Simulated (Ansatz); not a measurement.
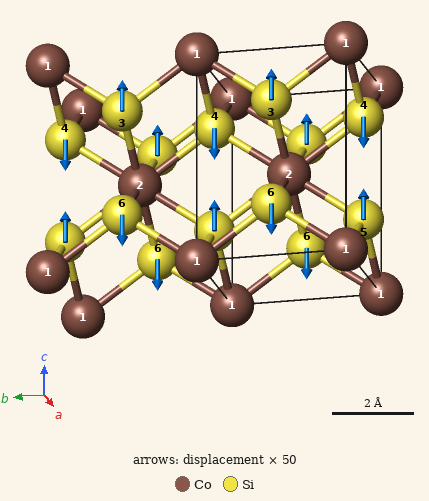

This is a relaxation of a crystal of CoSi2 (set up in Immm). The starting structure is drawn; blue arrows show the displacements (the part carried along by the change of the cell is left out), 50 times their true length.

A ball-and-stick model of the cell of the calculation, repeated 1 × 2 × 1 with one cell outlined, seen from a free direction.

Case: uniaxial strain along a of -3.0 %; b, c and atoms relaxed.

Level of theory: DFT PBE, scalar-relativistic, plane waves, PAW (Ansatz 0.2.0). Set-up: plane-wave cutoff 420 eV; k-point mesh 10 × 10 × 8; occupations gaussian; smearing width 0.1 eV; no spin polarisation; cell relaxed at fixed a, angles; force threshold 0.008 eV/Å; at most 40 steps.

Which element moves most?

Silicon: up to 0.016 Å, against 0.000 Å for cobalt.

Describe the change and its energy.

The largest moves relative to the cell, 0.016 Å, are those of Si3, Si4, Si5 and Si6. Si3 goes along +c. Co stays in place. The drawn cell changes as follows: a unchanged at 3.676 Å, b 3.818 → 3.798 Å (−0.5 %), c 5.400 → 5.464 Å (+1.2 %); the volume changes by +0.7 %. Among the contacts that change: Co1–Si4 2.288 → 2.308 Å, Co1–Si3 2.331 → 2.322 Å. The space group stays Immm (No. 71). After 5 accepted moves (7 points after the start) the energy has fallen by 2.4 meV per atom. The largest force component goes from 0.21 to under 0.0001 eV/Å. The pressure goes from 2.99 to 1.70 GPa. The SCF was repeated twice at an unchanged geometry on a basis and grid sized afresh for the cell, which shifted the energy by less than 0.05 meV per atom at most. The run took 7 min on 1 thread of Intel(R) Xeon(R) Processor @ 2.50GHz (Skylake/Cascade Lake), on a shared host, peak memory 0.62 GiB.
